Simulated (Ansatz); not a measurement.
## Band-structure calculation of MnS

- system: MnS (Cmc2₁, 8 atoms in the cell)
- method: DFT r2SCAN, scalar-relativistic, plane waves, PAW, spin-polarised (Ansatz 0.2.0)

The structure derives from an entry of the Crystallography Open Database. Figures and captions count atoms from 1; the log counts them from 0 in places.

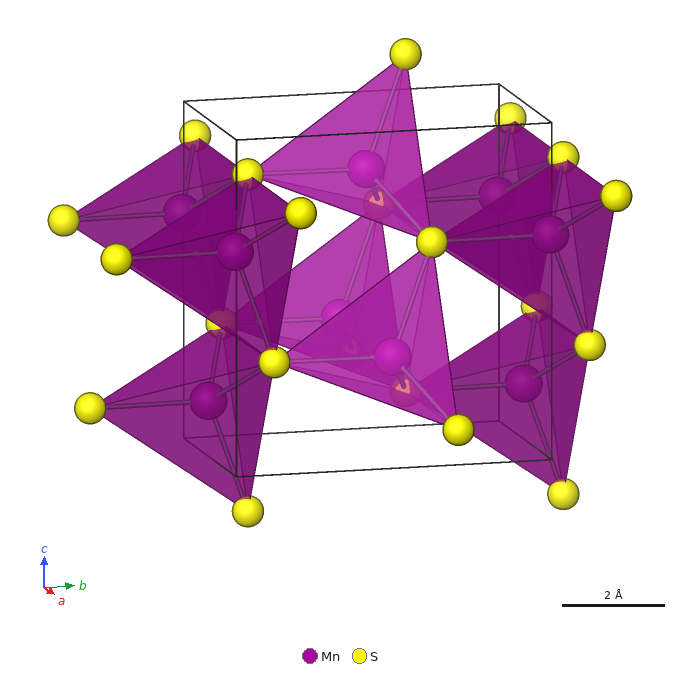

Figure 1. The structure as given in the input (polyhedral view of the cell of the calculation, seen slightly off an axis; polyhedra are completed across the faces of the cell).

**Key numbers**

| quantity | value |
| --- | --- |
| outcome | converged |
| space group (tolerance 0.01 Å) | Cmc2₁ (36) |
| electrons treated | 84 |
| free energy | −19248.1953 eV |
| Fermi energy | 7.730 eV |
| gap on the k-point mesh | 2.44 eV |
| gap on the band path | 2.44 eV |
| net moment of the cell | 0.00 μB |
| integrated absolute moment | 18.60 μB |
| pressure | 0.00 GPa |
| largest force (length of the vector) | 0.005 eV/Å |
| hardware | 4 threads of Intel Xeon @ 2.70GHz, 189 GiB of memory available, shared host |
| wall time | 3.4 min (CPU time 13 min) |
| peak memory | 2.8 GiB |

**Remarks**

Warnings of the run: the state was not tested for a lower one. Semilocal DFT without U tends to delocalise the d electrons of such compounds and to underestimate the gap.

**Input**
```yaml
crystal:
  lattice:
    - [-3.9445523494, 0.0, 0.0]
    - [0.0, 0.0, -6.4232722542]
    - [0.0, -6.755892984, 0.0]
  atoms:
    - { symbol: Mn, position: [0.0, -0.0051716247, -0.3312961033], spin: 4.55 }
    - { symbol: Mn, position: [-0.5, -0.5051716503, -0.1687039102], spin: -4.55 }
    - { symbol: S, position: [0.0, -0.3798283594, -0.3344046504] }
    - { symbol: S, position: [-0.5, -0.8798283656, -0.1655953367] }
    - { symbol: Mn, position: [0.5, -0.0051716503, 0.1687039102], spin: -4.55 }
    - { symbol: Mn, position: [0.0, -0.5051716247, 0.3312961033], spin: 4.55 }
    - { symbol: S, position: [0.5, -0.3798283656, 0.1655953367] }
    - { symbol: S, position: [0.0, -0.8798283594, 0.3344046504] }
basis:
  ecutwfc: 500
  ecutrho_ratio: 4
kpoints:
  mp_grid: { grid: [6, 4, 4] }
  band_path:
    path:
      - [[0.0, 0.0, 0.0], [0.0, 0.0, -1.0], [0.32954885, 0.0, -1.0]]
      - [[0.67045115, 0.0, 0.0], [0.0, 0.0, 0.0], [0.0, 0.5, 0.0], [0.67045115, 0.5, 0.0]]
      - [[0.32954885, 0.5, -1.0], [0.0, 0.5, -1.0], [0.0, 0.0, -1.0]]
      - [[0.0, 0.0, 0.0], [0.5, 0.0, -0.5], [0.5, 0.5, -0.5], [0.0, 0.5, 0.0], [0.0, 0.5, -1.0]]
    npoints: 14
hamiltonian:
  xc: r2scan
scf:
  occupations: { method: gaussian, width: 0.05 }
  n_extra_bands: 39
output:
  forces: true
  stress: true
  eigenvalues: true
  populations: true
  dos: { projected: true, de: 0.02, nscf_kmesh: { grid: [9, 6, 6] } }
  bader: true
magnetization:
  spin_polarized: true
checkpoint:
  read: start.run
  write: ck
  compress: false
  write_wavefunctions: false
  write_every: 100000
```

Run as:
```bash
ansatz run input.yaml --threads 4 --pin off --max-ram 10240MiB --backend cpu --events-out ev --progress --plain --runs-dir out
```

**What the program printed**
```
Warning: checkpoint.read: spin seed differs: saved e155208dac39…, current a804b4cccdf9…; the loaded state replaces the seed-built initial guess (but the starting_ns of a DFT+U solve that opens without the state's occupation matrices), so the run may converge into the producing seed's basin, or, where the symmetry group that follows from this deck's starting moments and starting_ns does not hold the saved magnetisation, lose that magnetisation at its first build. Where atoms have moved since the state was saved, this difference can also decide whether moments are moved with them. A self-consistent run of this deck without the state starts from its starting moments and, under a DFT+U term, its starting_ns
scf.n_extra_bands = 39 over 42 filled bands (N_el = 84.0): the run solves 81 bands
Engine: ansatz 0.2.0, x86_64-unknown-linux-gnu
Pseudopotentials: kind: paw
Pseudopotential: Mn, paw, valence charge 15, recommended cutoff 500 eV (meta_gga), Mn.paw.azcp
Pseudopotential: S, paw, valence charge 6, recommended cutoff 500 eV (meta_gga), S.paw.azcp
Functional definition: r2SCAN
  parameter k0 = 0.174
  parameter k1 = 0.065
  parameter a1 = 4.9479
  exchange = r2scan_x(k0 = k0, k1 = k1, a1 = a1)
  correlation = r2scan_c
Crystal: 8 atoms, lattice volume = 171.174 Å³
Basis set: ecut = 500 eV, 4357 PW (Γ), exchange–correlation on 120×192×200 points (64 copies of the dense FFT grid, shifted against one another)
Bands: 81, of which v1, the nominal top of the filled ones, is band 42 counted from 1 (41 counted from 0)
Symmetry: 4 space group operations
Space group: Pmc21 (ITA 26), of the structure as read, at distance tolerance 5.6e-5 Å
Magnetic group: BNS 26.76 (UNI 174), of the structure as read, at distance tolerance 5.6e-5 Å
k-points: 36 of 96 (time reversal used)
Non-local potential: Mn, projectors of the file, l = 0: 3, l = 1: 2, l = 2: 3, l = 3: 1
Non-local potential: S, projectors of the file, l = 0: 2, l = 1: 2, l = 2: 2
PAW form: soft (Blöchl's): semilocal exchange-correlation on the pseudo side does not see the compensation charge
PAW frozen core: Mn, regenerated for the run's functional (the file was generated under x = pbe(κ = 0.804, μ = 0.2195149727645171), c = pbe(β = 0.06672455060314922))
PAW frozen core: S, regenerated for the run's functional (the file was generated under x = pbe(κ = 0.804, μ = 0.2195149727645171), c = pbe(β = 0.06672455060314922))
PAW one-centre angular grid: Mn, 590 points (default); XC on 160 Gauss nodes
PAW one-centre angular grid: S, 302 points (default); XC on 160 Gauss nodes
Initial density: read from a saved state, or passed on in memory by an earlier SCF of this step, an earlier step, the calling program or the single point that the run made first
Stability of the state it starts from, as read at its close in the collinear treatment: not read, because the mixer in use, unlike msr1, does not test its closes by its own steps (another_mixer); its run was given moments
Starting moments: Σ|m| = 18.2 μB on 4 of 8 sites; this step starts from the density that it was given
Initial wavefunctions: pseudopotential atomic-orbital guess
Functional: x = r2scan, c = r2scan; τ floored in thin density (d = 2e-4 eV/Å³)
the translation (0.5, 0, 0.5) carries every atom to within crystal.symmetry.tolerance of an atom of its element with the starting moment reversed, but both spin channels are solved: the run starts from a saved state that isn't shown to keep it, or this solve from the single point that its walk made first
iter 1 solved again at ethr=1.54e-7 eV; its pass at ethr=3.10e-3 eV (dr2=1.29e-4 eV) is discarded
SCF iter   1: F=—  HF=-19248.195416 eV  |F-HF|=—  |Δ(HF+E_count)|=         —  Δρ=2.20e-7 (↑2.20e-7 ↓2.10e-7)  dr2=2.06e-10  dr2_τ=4.89e-12  dr2_m=5.33e-12  M=0.000 μB ∫|m|=18.597 μB  β_m=0.30  ethr=1.54e-7  ⟨swp⟩=5.3  Hψ=44323  notcnv=0  defer=3
eigensolver tolerance schedule: the retry pair's looser diagonalisation over-reported the residual by 627638.68 of it (diagonalisation noise at an unbounded share of the residual, at the tolerance the schedule requests for it); recorded, not acted on — ethr = c·dr2/N_el stays at c = 1.0e-1
preconditioner: auto → Resta (q_TF=auto, 2.423 Å⁻¹)  ε∞=3.5  [insulator: Δε(μ)=2.440 eV  Ē_g=12.901 eV  σ=0.050 eV  W_gap=1.00  n_scr=38 (ndim 8)  ℏωp=20.5 eV  f_vac=0.044  D(μ)=0.00/eV (n_scr^D=0)  ε∞_Penn≈3.5]
spin=Collinear: Resta preconditioning applied to the charge; magnetization (m = ρ↑ − ρ↓) channel mixes plain (no charge-response kernel on spin).
SCF iter   2: F=—  HF=-19248.195341 eV  |F-HF|=—  |Δ(HF+E_count)|=   7.47e-5  Δρ=8.66e-8 (↑8.66e-8 ↓8.19e-8)  dr2=1.91e-11  dr2_τ=3.49e-12  dr2_m=4.49e-12  M=0.000 μB ∫|m|=18.597 μB  β_m=0.30  ethr=1.00e-12  ⟨swp⟩=9.0  Hψ=23329  notcnv=0  κ⁻¹=1.0e0(r=1)
SCF iter   3: F=-19248.195341 eV  HF=-19248.195341 eV  |F-HF|=1.09e-11  |Δ(HF+E_count)|=  7.28e-12  Δρ=6.35e-8 (↑6.35e-8 ↓6.16e-8)  dr2=1.20e-11  dr2_τ=6.34e-13  dr2_m=2.38e-12  M=0.000 μB ∫|m|=18.597 μB  ethr=1.00e-12  ⟨swp⟩=1.0  Hψ=12030  notcnv=0
SCF 1 converged in 3 iterations: F = -19248.195341 eV  dr2 = 1.20e-11
  greatest PAW one-centre occupation: 1.005 electrons in one spin orbital (limit 2), on the Mn atom at site 4 (counted from 0), in its partial waves of l = 1
this state was not tested for a lower state beside it, because the mixer in use, unlike msr1, does not test its closes by its own steps (another_mixer; see scf.mixing.algorithm and scf.lower_state_search)
NSCF: frozen V_eff on 158 k-points
the translation (0.5, 0, 0.5) carries every atom to within crystal.symmetry.tolerance of an atom of its element with the starting moment reversed, but both spin channels are solved: the SCF whose density it solves on was not solved under it
NSCF: frozen V_eff on 80 k-points
the translation (0.5, 0, 0.5) carries every atom to within crystal.symmetry.tolerance of an atom of its element with the starting moment reversed, but both spin channels are solved: the SCF whose density it solves on was not solved under it
SCF converged after 3 iterations
Magnetization: 0.0000 μB (42.0000 up, 42.0000 down)
Absolute magnetization: 18.6008 μB (∫|ρ↑−ρ↓|, with the PAW one-centre terms)
Spin contamination: 9.5856 ħ² per cell (⟨S²⟩ above its minimum at these occupations)
Per-site moments (μB) at R_I (Å): [(4.136735054770828, 0.9890529624124932), (-4.1367350672457714, 0.9890529812476118), (-0.001406746637929603, 0.9890529624124932), (0.00140673128814425, 0.9890529812476118), (-4.136735067245773, 0.9890529812476118), (4.136735054770826, 0.9890529624124932), (0.0014067312881445085, 0.9890529812476118), (-0.0014067466379295251, 0.9890529624124932)]
Free energy (F): -19248.195341 eV
Harris-Foulkes:  -19248.195341 eV  (|F-HF|=1.09e-11)
Internal energy: -19248.195341 eV  (E = F + TS)
E sigma→0 (E₀):  -19248.195341 eV
Fermi energy:    7.729788 eV
--- Per-component energies (eV) ---
  E_band       = -1490.703461
  E_kinetic    = 1624.068295
  E_local      = -11119.743659  (includes V_loc(G=0)·N_el)
  E_nonlocal   = 1127.688402
  E_hartree    = 4573.380466
  E_xc         = -795.981169
  E_vxc        = -1008.946520  (∫ρ·V_xc dr)
  E_paw        = -7707.702648  (= ΣΔE_a)
  E_vpaw       = -1321.676129  (= ΣTr[D̂ρ^β])
  E_aug_tail   = -0.000014  (compensation charges beyond the density's cutoff)
  E_vtau       = 61.145514  (kinetic-family band-sum trace: ∫τ·v_τ [+ j·A + Jᵃ·Aᵃ] dr)
  E_ewald      = -6948.333774
  E_core_change = -1.571239  (= ΣΔE_core)
  E_smearing   = -0.000000  (= −TS)
  E_closure    = -0.000000  (closes the sum)
  Σ components = -19248.195341   (vs F -19248.195341, Δ=0.00e0)
--- Forces (eV/Å), atoms counted from 1 ---
  atom   1  Mn    -0.00000000     0.00027553     0.00504990
  atom   2  Mn     0.00000000    -0.00027584     0.00504932
  atom   3  S      0.00000000    -0.00152502    -0.00505961
  atom   4  S     -0.00000000     0.00152527    -0.00505913
  atom   5  Mn    -0.00000000     0.00027584     0.00504932
  atom   6  Mn     0.00000000    -0.00027553     0.00504990
  atom   7  S     -0.00000000    -0.00152527    -0.00505913
  atom   8  S     -0.00000000     0.00152502    -0.00505961
  max |Σ_I F_I| component: 3.90e-5 eV/Å
--- Stress (GPa, compression-positive) ---
        0.002731       0.000000       0.000000
        0.000000      -0.005458       0.000000
        0.000000       0.000000      -0.005811
  P = ⅓ Tr σ = -0.0028 GPa (-0.028 kbar)
--- Band table (eV; the first three rows and the last of 72) ---
  k-point 0 ↑: bands = ["-77.8071", "-77.8070", "-71.7640", "-71.7639", "-45.3061", "-45.3059", "-45.2919", "-45.2910", "-45.2844", "-45.2843", "-39.2821", "-39.2816", "-39.2776", "-39.2775", "-39.2696", "-39.2689", "-6.8855", "-6.1689", "-6.1539", "-5.9325", "1.8005", "1.9962", "2.2201", "2.6662", "2.7309", "2.7767", "2.8495", "3.0371", "3.3333", "3.3517", "3.4101", "3.8971", "4.1310", "4.2213", "4.3218", "5.0288", "5.4075", "5.8937", "6.1664", "6.1843", "6.4278", "6.4581", "8.9574", "9.4232", "9.4688", "9.6600", "9.7186", "9.8560", "9.9102", "10.5273", "10.6863", "10.7014", "10.9759", "11.4651", "12.5411", "12.5493", "13.2617", "14.3735", "14.5211", "14.5316", "14.8874", "15.2158", "15.5584", "15.7366", "15.7776", "16.2115", "16.3242", "17.6991", "17.8465", "18.8588", "19.0382", "19.2422", "19.4041", "19.7228", "19.9202", "20.3705", "20.4405", "20.7475", "21.0384", "21.0401", "21.8009"]
  k-point 1 ↑: bands = ["-77.8071", "-77.8070", "-71.7640", "-71.7639", "-45.3061", "-45.3059", "-45.2919", "-45.2910", "-45.2844", "-45.2843", "-39.2821", "-39.2816", "-39.2776", "-39.2775", "-39.2696", "-39.2689", "-6.7996", "-6.3033", "-6.1195", "-5.9395", "1.9205", "2.1021", "2.3623", "2.6106", "2.7308", "2.7586", "2.7733", "3.0279", "3.0686", "3.4145", "3.4173", "3.9101", "4.1315", "4.2334", "4.3289", "5.0237", "5.4139", "5.6756", "6.1059", "6.2399", "6.3397", "6.5000", "9.0905", "9.4651", "9.4868", "9.6965", "9.8247", "9.8644", "10.1497", "10.4760", "10.6522", "10.7795", "10.8996", "11.6616", "12.4020", "12.7924", "13.2574", "14.0911", "14.5972", "14.6561", "14.9430", "14.9434", "15.3358", "15.6829", "15.9597", "16.1198", "16.3862", "17.0883", "17.4340", "18.0596", "18.4237", "19.1132", "19.6990", "19.7081", "19.9366", "20.1750", "20.3832", "20.9072", "21.7624", "21.9581", "22.3142"]
  k-point 2 ↑: bands = ["-77.8071", "-77.8070", "-71.7640", "-71.7639", "-45.3061", "-45.3059", "-45.2919", "-45.2910", "-45.2844", "-45.2843", "-39.2821", "-39.2816", "-39.2776", "-39.2775", "-39.2696", "-39.2689", "-6.5792", "-6.5678", "-6.0186", "-6.0174", "2.2052", "2.2248", "2.2957", "2.6689", "2.7166", "2.7309", "2.7417", "2.7699", "3.0617", "3.3722", "3.4247", "3.9231", "4.1325", "4.2782", "4.3040", "5.0184", "5.3582", "5.5508", "6.0313", "6.2723", "6.2846", "6.5096", "9.2665", "9.4477", "9.4714", "9.7896", "9.9242", "9.9320", "10.4354", "10.4480", "10.5516", "10.7987", "11.1604", "11.3311", "12.4372", "12.9856", "13.3167", "13.9471", "14.4771", "14.6160", "14.8184", "15.0520", "15.5257", "15.5354", "16.1283", "16.3156", "16.6865", "16.6948", "16.8418", "17.0784", "17.7697", "17.7795", "20.0042", "20.0141", "20.2428", "20.5614", "21.3498", "21.3697", "21.8074", "21.8928", "22.7919"]
  k-point 35 ↓: bands = ["-77.8070", "-77.8070", "-71.7639", "-71.7639", "-45.3058", "-45.3058", "-45.2914", "-45.2914", "-45.2863", "-45.2863", "-39.2816", "-39.2816", "-39.2808", "-39.2808", "-39.2689", "-39.2689", "-6.0536", "-6.0536", "-6.0485", "-6.0485", "1.7045", "1.7045", "1.8641", "1.8641", "2.8525", "2.8525", "3.1019", "3.1019", "3.3596", "3.3596", "3.7047", "3.7047", "4.2569", "4.2569", "4.7192", "4.7192", "5.2325", "5.2325", "5.6026", "5.6026", "5.9809", "5.9809", "9.1243", "9.1243", "9.4208", "9.4208", "9.4278", "9.4278", "9.7439", "9.7439", "10.1833", "10.1833", "11.9536", "11.9536", "12.1376", "12.1376", "13.8112", "13.8112", "14.1502", "14.1502", "15.9412", "15.9412", "16.3711", "16.3711", "16.3834", "16.3834", "16.7792", "16.7792", "19.1802", "19.1802", "19.5708", "19.5708", "20.3952", "20.3952", "20.5815", "20.5815", "21.8039", "21.8039", "21.8951", "21.8951", "23.2718"]
--- Löwdin populations: 8 sites ---
  site symbol       q [e]    m [muB]
     0     Mn     13.9338     4.5149
     1     Mn     13.9338    -4.5149
     2      S      6.9192     0.0004
     3      S      6.9192    -0.0004
     4     Mn     13.9338    -4.5149
     5     Mn     13.9338     4.5149
     6      S      6.9192    -0.0004
     7      S      6.9192     0.0004
  spilling = 0.006999 (of n_electrons = 84.000000)
--- Bader charges: 8 sites ---
  site symbol  charge [e]  shift [e]    m [muB]
     0     Mn      1.2260     0.0006     4.4440
     1     Mn      1.2261     0.0006    -4.4440
     2      S     -1.2260     0.0006    -0.0022
     3      S     -1.2260     0.0006     0.0022
     4     Mn      1.2260     0.0006    -4.4440
     5     Mn      1.2261     0.0006     4.4440
     6      S     -1.2260     0.0006     0.0022
     7      S     -1.2260     0.0006    -0.0022
  estimated error of the sums over rays = 3.2e-4 e
```

**File bader_charges.tsv**
```
# site	symbol	x_ang	y_ang	z_ang	partial_charge_e	electrons	volume_ang3	relative_density_drop	shared_charge_e	partial_wave_shift_e	spin_moment_mub
# quadrature_error_electrons = 3.2e-4
0	Mn	0.0000	2.2382	0.0332	1.22604	23.77396	13.84	-	1.22604	0.00064	4.44401
1	Mn	1.9723	1.1397	3.2449	1.22605	23.77395	13.84	-	1.22605	0.00064	-4.44401
2	S	0.0000	2.2592	2.4397	-1.22605	17.22605	28.95	-	-1.22605	0.00064	-0.00216
3	S	1.9723	1.1187	5.6514	-1.22604	17.22604	28.95	-	-1.22604	0.00064	0.00217
4	Mn	-1.9723	-1.1397	0.0332	1.22604	23.77396	13.84	-	1.22604	0.00064	-4.44401
5	Mn	0.0000	-2.2382	3.2449	1.22605	23.77395	13.84	-	1.22605	0.00064	4.44401
6	S	-1.9723	-1.1187	2.4397	-1.22605	17.22605	28.95	-	-1.22605	0.00064	0.00216
7	S	0.0000	-2.2592	5.6514	-1.22604	17.22604	28.95	-	-1.22604	0.00064	-0.00217
```

**File populations.tsv**
```
# site	symbol	l	j	q_up	q_dn
# orbitals = lowdin
# n_electrons = 84.000000
# spilling = 0.006999
0	Mn	0_3S	-	0.999709	0.999787
0	Mn	0_4S	-	0.291665	0.241725
0	Mn	1_3P	-	2.999251	2.998462
0	Mn	2_3D	-	4.933702	0.469501
1	Mn	0_3S	-	0.999787	0.999709
1	Mn	0_4S	-	0.241725	0.291665
1	Mn	1_3P	-	2.998462	2.999251
1	Mn	2_3D	-	0.469501	4.933702
2	S	0_3S	-	0.895611	0.895669
2	S	1_3P	-	2.564208	2.563722
3	S	0_3S	-	0.895669	0.895611
3	S	1_3P	-	2.563722	2.564208
4	Mn	0_3S	-	0.999787	0.999709
4	Mn	0_4S	-	0.241725	0.291665
4	Mn	1_3P	-	2.998462	2.999251
4	Mn	2_3D	-	0.469501	4.933702
5	Mn	0_3S	-	0.999709	0.999787
5	Mn	0_4S	-	0.291665	0.241725
5	Mn	1_3P	-	2.999251	2.998462
5	Mn	2_3D	-	4.933702	0.469501
6	S	0_3S	-	0.895669	0.895611
6	S	1_3P	-	2.563722	2.564208
7	S	0_3S	-	0.895611	0.895669
7	S	1_3P	-	2.564208	2.563722
```

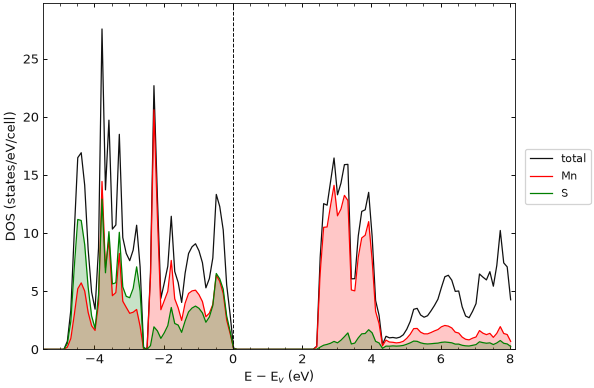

Figure 2. Density of states (projected on Löwdin-orthogonalised atomic shells), with energies from the valence-band top. There is a gap of 2.44 eV on the k-point mesh.

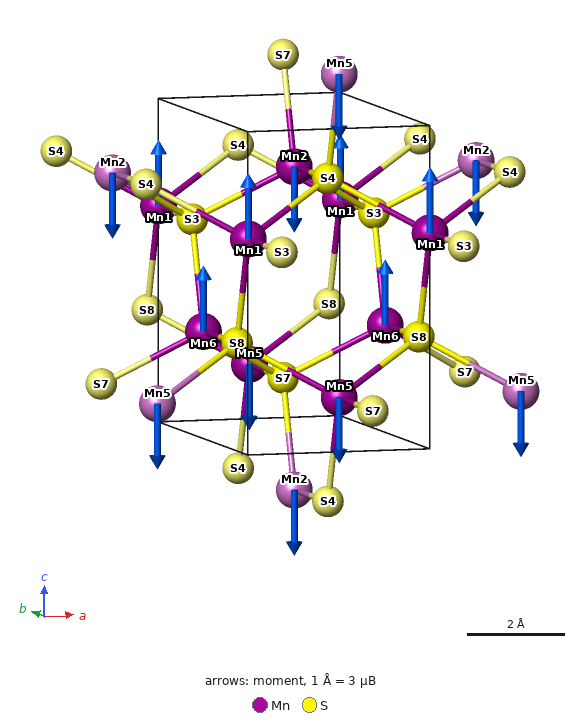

Figure 3. Magnetic moments of the sites as blue arrows (ball-and-stick view of the cell of the calculation, seen slightly off an axis; neighbours outside the cell are drawn fainter; atoms are numbered from 1 in the order of the input); small moments hardly show. The run is collinear, so the axis drawn is arbitrary. Site moments: Mn2, Mn5 (−4.14 μB); Mn1, Mn6 (4.14 μB). They are counted near the atoms and needn't add up to the moment of the cell.
